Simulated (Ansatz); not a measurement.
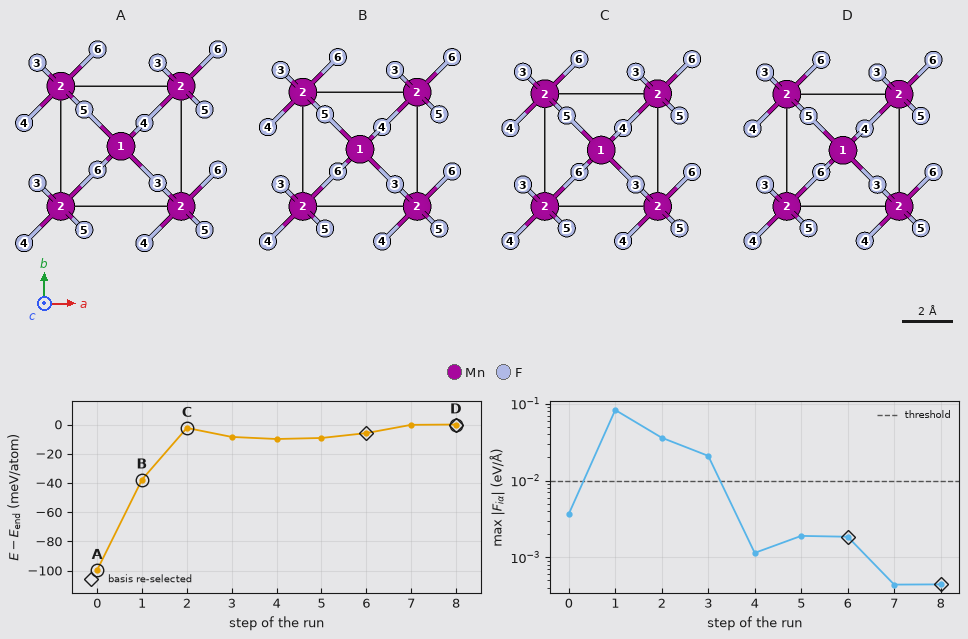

Frames of a relaxation of a crystal of MnF2 (set up in P4_2/mnm), marked on the history of the run. A ball-and-stick model of the cell of the calculation, seen along the c axis.

The run lets cell and atoms move.

Level of theory: Ansatz, Kohn-Sham DFT of a periodic cell, PBEsol, Ansatz PAW.

The input:
```yaml
crystal:
  lattice:
    - [4.8738, 0.0, 0.0]
    - [0.0, 4.8738, 0.0]
    - [0.0, 0.0, 3.3107]
  atoms:
    - { symbol: Mn, position: [0.5, 0.5, 0.5], spin: 4.0 }
    - { symbol: Mn, position: [0.0, 0.0, 0.0], spin: 4.0 }
    - { symbol: F, position: [0.8053, 0.1947, 0.5] }
    - { symbol: F, position: [0.6947, 0.6947, 0.0] }
    - { symbol: F, position: [0.1947, 0.8053, 0.5] }
    - { symbol: F, position: [0.3053, 0.3053, 0.0] }
hamiltonian:
  xc: pbesol
  pseudopotentials: { kind: paw }
magnetization:
  spin_polarized: true
kpoints:
  mp_grid: { grid: [6, 6, 8] }
scf:
  occupations: { method: fermi_dirac, width: 0.05 }
output:
  forces: true
  stress: true
  eigenvalues: true
relax:
  f_tol: 0.01
  max_steps: 40
  cell: { stress_tol: 0.05, p_target: 20.0 }
```

Launched with:
```bash
ansatz run input.yaml --threads 2 --pin off --max-ram 5632MiB --backend cpu --events-out ev --progress --plain --runs-dir out
```

Q: Describe the path.

A: The largest moves relative to the cell, 0.006 Å, are those of F3, F4, F5 and F6. F3 goes along [1 −1 0]. Mn stays in place. The volume changes by −14.7 %, with a = b 4.874 → 4.548 Å (−6.7 %), c 3.311 → 3.244 Å (−2.0 %). Among the contacts that change: Mn1–F3 2.104 → 1.969 Å, Mn1–F4 2.131 → 2.046 Å. Bond angles that change, for instance: F4–Mn1–F4 101.9° → 104.9°, Mn2–F3–Mn2 101.9° → 104.9°, F4–Mn1–F6 78.1° → 75.1°. The space group stays P4_2/mnm (No. 136). Over 6 accepted moves (8 points after the start) the energy rises by 99.6 meV per atom. With the target pressure of 20 GPa, the enthalpy E + pV changes by −140 meV per atom. The largest force component goes from 0.0037 to 0.00044 eV/Å. Pressure: −0.68 GPa at the start and 20.00 GPa at the end. At 2 points the geometry stayed and the basis and grid were re-selected for the new cell (energy shift of 3.3 meV per atom at most each time). The run may lie on a higher electronic state than the lowest, so the end point isn't shown to be the ground-state structure. Cost: 78 s on 2 threads of Intel(R) Xeon(R) Platinum 8259CL CPU @ 2.50GHz (Skylake/Cascade Lake), with other jobs on the host, peak memory 0.59 GiB. From step 0 to 1: volume −12.2 %, energy +61.9 meV per atom. From step 1 to 2: volume −2.8 %, energy +35.3 meV per atom. From step 2 to 8: energy +2.3 meV per atom.

| step | E − E(0), meV/atom | largest force component, eV/Å | pressure, GPa | volume, Å³/atom | note |
| --- | --- | --- | --- | --- | --- |
| 0 | 0.00 | 0.0037 | -0.68 | 13.107 |  |
| 1 | 61.91 | 0.0829 | 16.29 | 11.505 |  |
| 2 | 97.23 | 0.0361 | 21.09 | 11.180 |  |
| 3 | 91.08 | 0.0210 | 20.22 | 11.228 |  |
| 4 | 89.66 | 0.0011 | 19.93 | 11.239 |  |
| 5 | 90.36 | 0.0019 | 19.97 | 11.233 |  |
| 6 | 93.70 | 0.0019 | 19.29 | 11.233 | same geometry, new basis |
| 7 | 99.35 | 0.0004 | 20.03 | 11.185 |  |
| 8 | 99.57 | 0.0004 | 20.00 | 11.185 | same geometry, new basis |

Limits of the set-up: only the magnetic order of this start and cell was tried (total moment 10.0 μB per cell).
